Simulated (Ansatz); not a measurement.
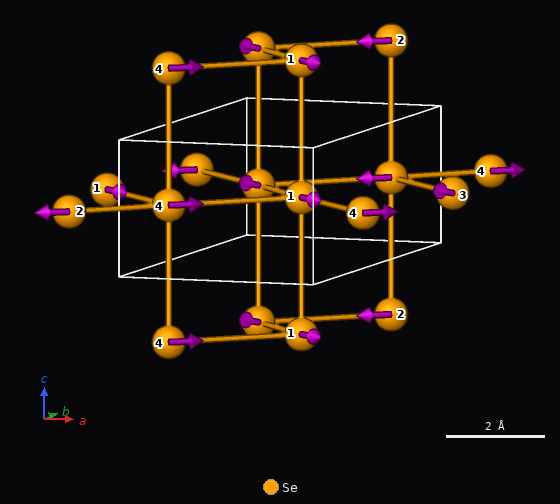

A relaxation of solid Se (built on the database_18 type). The starting structure is drawn; purple arrows show the displacements (the part carried along by the change of the cell is left out), 5 times their true length.

A ball-and-stick model of the cell of the calculation, seen slightly off an axis.

Case: structure listed in a database for this formula (P2_12_12, No. 18).

All numbers below come from Ansatz 0.2.0, DFT PBEsol, scalar-relativistic, plane waves, PAW.

Input
```yaml
crystal:
  lattice:
    - [4.2069834423, 0.0, 0.0]
    - [0.0, 7.9081439058, 0.0]
    - [0.0, 0.0, 2.8187981127]
  atoms:
    - { symbol: Se, position: [0.6836525583, 0.3890885551, 0.5] }
    - { symbol: Se, position: [0.8163474417, 0.8890885551, 0.5] }
    - { symbol: Se, position: [0.3163474417, 0.6109114449, 0.5] }
    - { symbol: Se, position: [0.1836525583, 0.1109114449, 0.5] }
basis:
  ecutwfc: 420
kpoints:
  mp_grid: { grid: [10, 6, 14] }
hamiltonian:
  xc: pbesol
scf:
  occupations: { method: gaussian, width: 0.1 }
output:
  forces: true
  stress: true
  eigenvalues: true
relax:
  adjacent_minimum: "off"
  f_tol: 0.01
  max_steps: 80
  cell: { stress_tol: 0.05 }
```

> What did the optimiser do to the structure, and how much energy did it gain?

The largest moves relative to the cell, 0.15 Å, are those of Se1, Se2, Se3 and Se4. Se2 goes roughly along [−2 −1 0]. The volume changes by −6.5 %, with a 4.207 → 4.000 Å (−4.9 %), b 7.908 → 7.912 Å (0.0 %), c 2.819 → 2.770 Å (−1.7 %). Among the contacts that change: Se1–Se3 2.338 → 2.592 Å, Se1–Se4 3.044 → 2.834 Å, Se1–Se1 2.819 → 2.770 Å. The space group stays Pbam (No. 55). The energy falls by 32.9 meV per atom in 8 accepted moves (12 points after the start). The largest force component goes from 0.33 to 0.0012 eV/Å. Pressure: 0.41 GPa at the start and 0.00 GPa at the end. The line search rejected the trial steps at points 4, 8, 10 of the run. The SCF was repeated once at an unchanged geometry on a basis and grid sized afresh for the cell, which shifted the energy by 0.2 meV per atom at most.
